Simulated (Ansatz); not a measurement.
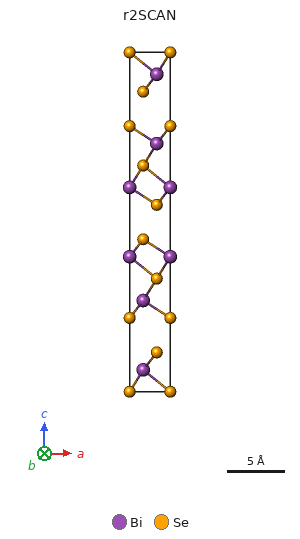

Solid Bi₂Se₃ (set up in R-3m), relaxed (cell and atoms) with several functionals. The picture shows the result with r2SCAN. Style: ball-and-stick. Shown: the conventional cell (3 times the calculation's cell), along the b axis. Lengths and directions refer to the drawn axes.

Computed with Ansatz 0.2.0: Ansatz PAW. (plane-wave cutoff 420 eV; k-point mesh 8 × 8 × 8; occupations fermi-dirac; smearing width 0.05 eV; no spin polarisation; cell and atoms relaxed; force threshold 0.01 eV/Å)

```
functional  volume (Å³/atom)  a (Å)   c (Å)
    r2SCAN            30.141  4.164  30.109
    PBEsol            28.157  4.131  28.582
       LDA            27.128  4.105  27.889
       PBE                 ?      ?       ?
```

**Fill in the missing row.**

With PBE the volume is the largest of the series, above r2SCAN (30.141). The calculation gives 31.623 Å³/atom (a = 4.191 Å, c = 31.190 Å). In order of volume: LDA < PBEsol < r2SCAN < PBE; the spread is 16.6 %.

Limits of the set-up: layers or molecules are held without a dispersion correction, so their spacing is unreliable.
